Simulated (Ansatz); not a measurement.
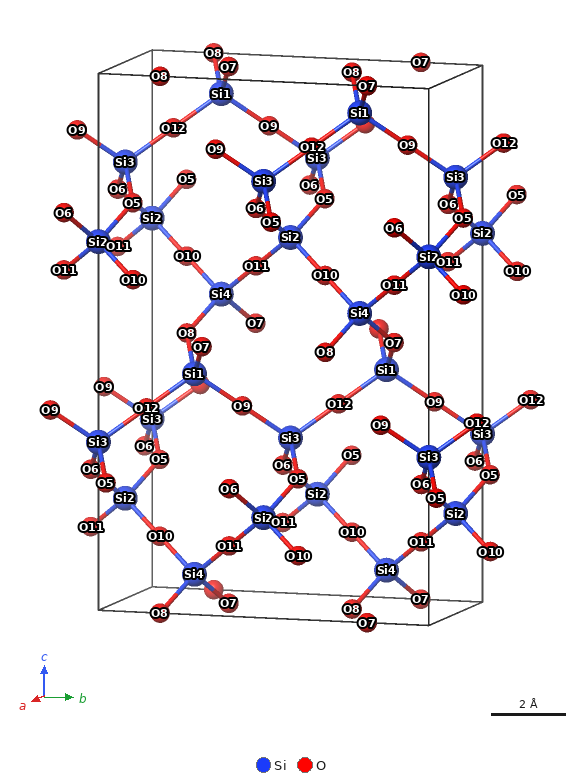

Fig. 1: The structure as given in the input (ball-and-stick view of the cell 4 times as large as that of the calculation, set on its symmetry axes, seen slightly off an axis; bonded neighbours outside the cell are drawn too; atoms are numbered from 1 in the order of the input). An atom can appear more than once, as a periodic image. Near neighbours in the periodic cell (some may lie outside the picture): Si has 4 O at 1.60 to 1.62 Å; O has 2 Si at 1.60 to 1.62 Å.

## SiO2: a changed input and its effect

System: SiO2 (Fddd, 12 atoms in the cell).
Method of run A: Kohn-Sham DFT of a periodic cell, PBE, Ansatz PAW, no spin polarisation (Ansatz 0.2.0).

The structure derives from a Materials Project entry. Text and figures count atoms from 1; the logs count them from 0 in places.

Input file, run A:
```yaml
crystal:
  lattice:
    - [0.0, 4.71625711, 7.3627753715]
    - [2.3595806657, 0.0, 7.3627753715]
    - [2.3595806657, 4.71625711, 0.0]
  atoms:
    - { symbol: Si, position: [0.93676892, 0.93676892, 0.56323108] }
    - { symbol: Si, position: [0.68676892, 0.68676892, 0.31323108] }
    - { symbol: Si, position: [0.31323108, 0.31323108, 0.68676892] }
    - { symbol: Si, position: [0.56323108, 0.56323108, 0.93676892] }
    - { symbol: O, position: [0.0634396, 0.4365604, 0.0634396] }
    - { symbol: O, position: [0.4365604, 0.0634396, 0.4365604] }
    - { symbol: O, position: [0.8134396, 0.1865604, 0.8134396] }
    - { symbol: O, position: [0.1865604, 0.8134396, 0.1865604] }
    - { symbol: O, position: [0.125, 0.625, 0.625] }
    - { symbol: O, position: [0.625, 0.625, 0.625] }
    - { symbol: O, position: [0.625, 0.625, 0.125] }
    - { symbol: O, position: [0.625, 0.125, 0.625] }
hamiltonian:
  xc: pbe
  pseudopotentials: { kind: paw }
kpoints:
  mp_grid: { grid: [12, 12, 12] }
scf:
  occupations: { method: fermi_dirac, width: 0.05 }
output:
  forces: true
  stress: true
  eigenvalues: true
```

Command:
```bash
ansatz run input.yaml --threads 4 --pin off --max-ram 11264MiB --backend cpu --events-out ev --progress --plain --runs-dir out
```

Hardware: 4 threads of Arm Neoverse V2, 24 GiB of memory available, shared host.

Output, shortened to warnings, some set-up lines, iterations and results (run A):
```
Basis set: ecut = 420 eV, 3169 PW (Γ), exchange–correlation on 120×108×72 points (8 copies of the dense FFT grid, shifted against one another)
Symmetry: 8 space group operations
k-points: 280 of 1728
Initial density: superposition of atomic densities (neutral atoms: chi_scale 0, normalization atom), corrected by the library's trained network
[...]
SCF iter   1: F=—  HF=-7096.125857 eV  |F-HF|=—  |Δ(HF+E_count)|=         —  Δρ=1.49e-3  dr2=2.65e-3  ethr=1.77e-3  ⟨swp⟩=6.7  Hψ=64408  notcnv=0  defer=520
SCF iter   2: F=—  HF=-7096.128266 eV  |F-HF|=—  |Δ(HF+E_count)|=   2.41e-3  Δρ=6.10e-4  dr2=2.31e-4  ethr=4.15e-6  ⟨swp⟩=2.1  Hψ=22113  notcnv=0  defer=935
SCF iter   3: F=—  HF=-7096.128906 eV  |F-HF|=—  |Δ(HF+E_count)|=   6.40e-4  Δρ=2.96e-4  dr2=7.82e-5  ethr=3.60e-7  ⟨swp⟩=2.9  Hψ=21244  notcnv=0  defer=248
SCF iter   4: F=—  HF=-7096.129115 eV  |F-HF|=—  |Δ(HF+E_count)|=   2.09e-4  Δρ=3.58e-5  dr2=2.04e-6  ethr=1.22e-7  ⟨swp⟩=2.0  Hψ=18903  notcnv=0  defer=248
SCF iter   5: F=—  HF=-7096.129119 eV  |F-HF|=—  |Δ(HF+E_count)|=   3.67e-6  Δρ=1.27e-5  dr2=2.36e-7  ethr=3.18e-9  ⟨swp⟩=2.1  Hψ=16881  notcnv=0  defer=248
SCF iter   6: F=—  HF=-7096.129119 eV  |F-HF|=—  |Δ(HF+E_count)|=   2.40e-7  Δρ=1.08e-5  dr2=1.37e-7  ethr=1.56e-10  ⟨swp⟩=11.2  Hψ=58880  notcnv=0
SCF iter   7: F=-7096.129119 eV  HF=-7096.129119 eV  |F-HF|=5.29e-9  |Δ(HF+E_count)|=   3.06e-8  Δρ=2.32e-6  dr2=5.78e-9  ethr=1.56e-10  ⟨swp⟩=4.7  Hψ=38583  notcnv=0
SCF 1 converged in 7 iterations: F = -7096.129119 eV  dr2 = 5.78e-9
SCF converged after 7 iterations
Free energy (F): -7096.129119 eV
Harris-Foulkes:  -7096.129119 eV  (|F-HF|=5.29e-9)
Internal energy: -7096.129119 eV  (E = F + TS)
E sigma→0 (E₀):  -7096.129119 eV
Fermi energy:    4.787225 eV
--- Per-component energies (eV) ---
  E_band       = -325.224966
  E_kinetic    = 1613.119736
  E_local      = -4269.907615  (includes V_loc(G=0)·N_el)
  E_nonlocal   = 481.459618
  E_hartree    = 1553.125870
  E_xc         = -817.366380
  E_vxc        = -948.763928  (∫ρ·V_xc dr)
  E_paw        = -3325.923409  (= ΣΔE_a)
  E_vpaw       = -307.403767  (= ΣTr[D̂ρ^β])
  E_aug_tail   = 0.020939  (compensation charges beyond the density's cutoff)
  E_ewald      = -2330.657877
  E_smearing   = -0.000000  (= −TS)
  E_closure    = -0.000000  (closes the sum)
  Σ components = -7096.129119   (vs F -7096.129119, Δ=0.00e0)
--- Forces (eV/Å), atoms counted from 1 ---
  atom   1  Si     0.00000000     0.00000000     0.06808953
  atom   2  Si    -0.00000000     0.00000000     0.06808953
  atom   3  Si    -0.00000000     0.00000000    -0.06808953
  atom   4  Si     0.00000000    -0.00000000    -0.06808953
  atom   5  O     -0.00000000     0.36601979    -0.00000000
  atom   6  O      0.00000000    -0.36601979     0.00000000
  atom   7  O      0.00000000     0.36601979     0.00000000
  atom   8  O      0.00000000    -0.36601979     0.00000000
  atom   9  O      0.00000000     0.00000000     0.00000000
  atom  10  O      0.00000000    -0.00000000    -0.00000000
  atom  11  O      0.00000000     0.00000000     0.00000000
  atom  12  O      0.00000000    -0.00000000     0.00000000
  max |Σ_I F_I| component: 1.39e-17 eV/Å
--- Stress (GPa, compression-positive) ---
        4.867638       0.000000      -0.000000
        0.000000       5.141686       0.000000
       -0.000000       0.000000       4.963881
  P = ⅓ Tr σ = 4.9911 GPa (49.911 kbar)
```

The input of run B differs as follows (lines with − go, lines with + come):
```diff
-  mp_grid: { grid: [12, 12, 12] }
+  mp_grid: { grid: [7, 7, 7] }
+basis:
+  ecutwfc: "600 eV"
```

What does this change do to the results?

The free energy of run B is 3.9 meV per atom lower, the joint effect of these numerical settings, which can't be told apart here. The SCF takes 6 iterations against 7. The irreducible k-points go from 280 to 64. The plane waves at Γ go from 3169 to 5503. On the same kind of shared host run B took about 0.35 times as long.

Output, shortened to warnings, some set-up lines, iterations and results (run B):
```
Basis set: ecut = 600 eV, 5503 PW (Γ), exchange–correlation on 144×128×90 points (8 copies of the dense FFT grid, shifted against one another)
Symmetry: 8 space group operations
k-points: 64 of 343
Initial density: superposition of atomic densities (neutral atoms: chi_scale 0, normalization atom), corrected by the library's trained network
[...]
SCF iter   1: F=—  HF=-7096.173373 eV  |F-HF|=—  |Δ(HF+E_count)|=         —  Δρ=1.56e-3  dr2=2.48e-3  ethr=1.77e-3  ⟨swp⟩=6.8  Hψ=14887  notcnv=0  defer=114
SCF iter   2: F=—  HF=-7096.174894 eV  |F-HF|=—  |Δ(HF+E_count)|=   1.52e-3  Δρ=7.42e-4  dr2=2.62e-4  ethr=3.87e-6  ⟨swp⟩=2.0  Hψ=4883  notcnv=0  defer=204
SCF iter   3: F=—  HF=-7096.175316 eV  |F-HF|=—  |Δ(HF+E_count)|=   4.22e-4  Δρ=3.17e-4  dr2=8.30e-5  ethr=4.09e-7  ⟨swp⟩=2.5  Hψ=4549  notcnv=0  defer=54
SCF iter   4: F=—  HF=-7096.175431 eV  |F-HF|=—  |Δ(HF+E_count)|=   1.15e-4  Δρ=4.18e-5  dr2=2.83e-6  ethr=1.30e-7  ⟨swp⟩=2.0  Hψ=3983  notcnv=0  defer=54
SCF iter   5: F=—  HF=-7096.175435 eV  |F-HF|=—  |Δ(HF+E_count)|=   4.77e-6  Δρ=1.09e-5  dr2=2.01e-7  ethr=4.43e-9  ⟨swp⟩=2.0  Hψ=4020  notcnv=0  defer=54
SCF iter   6: F=-7096.175436 eV  HF=-7096.175436 eV  |F-HF|=2.58e-9  |Δ(HF+E_count)|=   2.81e-7  Δρ=4.38e-6  dr2=2.19e-8  ethr=1.56e-10  ⟨swp⟩=10.4  Hψ=12161  notcnv=0
SCF 1 converged in 6 iterations: F = -7096.175436 eV  dr2 = 2.19e-8
SCF converged after 6 iterations
Free energy (F): -7096.175436 eV
Harris-Foulkes:  -7096.175436 eV  (|F-HF|=2.58e-9)
Internal energy: -7096.175436 eV  (E = F + TS)
E sigma→0 (E₀):  -7096.175436 eV
Fermi energy:    4.774517 eV
--- Per-component energies (eV) ---
  E_band       = -325.190476
  E_kinetic    = 1612.129499
  E_local      = -4269.837385  (includes V_loc(G=0)·N_el)
  E_nonlocal   = 482.327230
  E_hartree    = 1553.130067
  E_xc         = -817.106925
  E_vxc        = -948.431361  (∫ρ·V_xc dr)
  E_paw        = -3326.165193  (= ΣΔE_a)
  E_vpaw       = -307.640562  (= ΣTr[D̂ρ^β])
  E_aug_tail   = 0.005148  (compensation charges beyond the density's cutoff)
  E_ewald      = -2330.657877
  E_smearing   = -0.000000  (= −TS)
  E_closure    = 0.000000  (closes the sum)
  Σ components = -7096.175436   (vs F -7096.175436, Δ=0.00e0)
--- Forces (eV/Å), atoms counted from 1 ---
  atom   1  Si     0.00000000     0.00000000     0.06796174
  atom   2  Si    -0.00000000     0.00000000     0.06796174
  atom   3  Si    -0.00000000     0.00000000    -0.06796174
  atom   4  Si     0.00000000    -0.00000000    -0.06796174
  atom   5  O     -0.00000000     0.36644596    -0.00000000
  atom   6  O      0.00000000    -0.36644596     0.00000000
  atom   7  O      0.00000000     0.36644596     0.00000000
  atom   8  O      0.00000000    -0.36644596     0.00000000
  atom   9  O     -0.00000000     0.00000000     0.00000000
  atom  10  O     -0.00000000    -0.00000000     0.00000000
  atom  11  O      0.00000000     0.00000000    -0.00000000
  atom  12  O     -0.00000000     0.00000000    -0.00000000
  max |Σ_I F_I| component: 1.11e-16 eV/Å
--- Stress (GPa, compression-positive) ---
        4.874421       0.000000      -0.000000
        0.000000       5.143296       0.000000
       -0.000000       0.000000       4.968732
  P = ⅓ Tr σ = 4.9955 GPa (49.955 kbar)
```

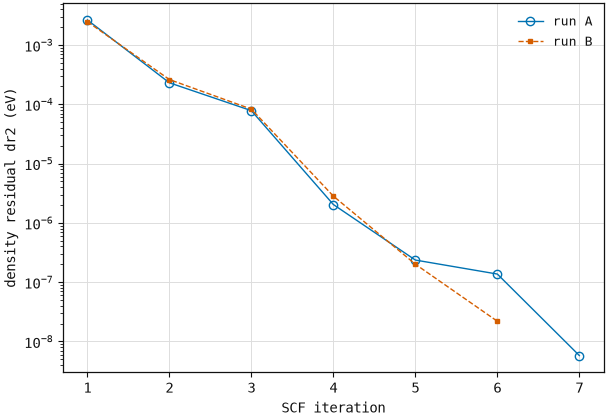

Fig. 2: Convergence of the two runs: density residual dr2 against the SCF iteration. Run A takes 7 iterations in all, and run B takes 6.

The two runs side by side:

| quantity | run A | run B |
| --- | --- | --- |
| outcome | converged | converged |
| free energy per atom (eV) | −591.3441 | −591.3480 |
| gap on the mesh (eV) | 5.78 | 5.78 |
| pressure (GPa) | 4.99 | 5.00 |
| largest force (eV/Å) | 0.366 | 0.366 |
| SCF iterations | 7 | 6 |
| irreducible k-points | 280 | 64 |
| plane waves at Γ | 3169 | 5503 |
| wall time (shared host) | 26 s | 9 s |
